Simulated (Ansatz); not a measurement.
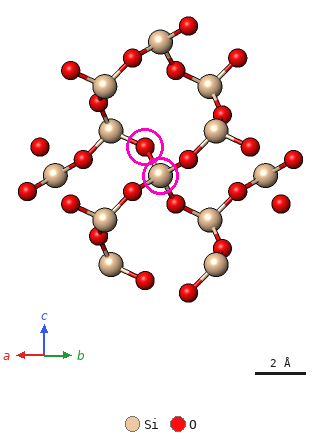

Perfect SiO2. A ball-and-stick model of the atoms within 6.0 Å of one point, in a slice 4.2 Å thick across the line of sight, seen along [110].

Theory: DFT, PBEsol, PAW, plane waves in Ansatz 0.2.0. (plane-wave cutoff 420 eV; k-point mesh 1 × 1 × 1; mesh shifted by (0.25, 0.25, 0.25); collinear spin) Fermi-Dirac smearing of 0.01 eV. The axes drawn are those of the host's conventional cell.

A silicon atom is taken out (a vacancy) and an oxygen atom is taken out (a vacancy), the two sites 1.6 Å apart at the ringed places, in charge state 0. The supercell has 72 sites, and the atoms are relaxed at the host's cell.

Q: Predict the relaxed surroundings of the defect.

A: Around the empty Si site the host had 4 O at 1.62 Å; after relaxation the nearest atoms are 1 O at 1.12 Å. Around the empty O site the host had 2 Si at 1.62 Å; after relaxation the nearest atoms are 5 O at 2.41 to 2.81 Å, 1 Si at 2.70 Å. Of the host's atoms, an oxygen atom moves furthest from its site, by 2.13 Å. The cell's net moment is 2.00 μB.

The relaxed defect, seen from the same direction:

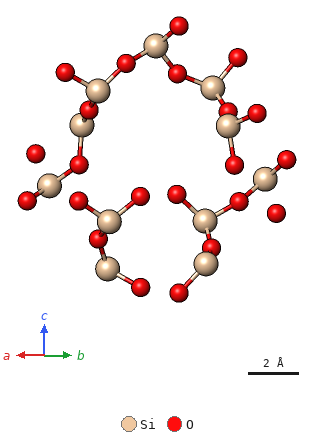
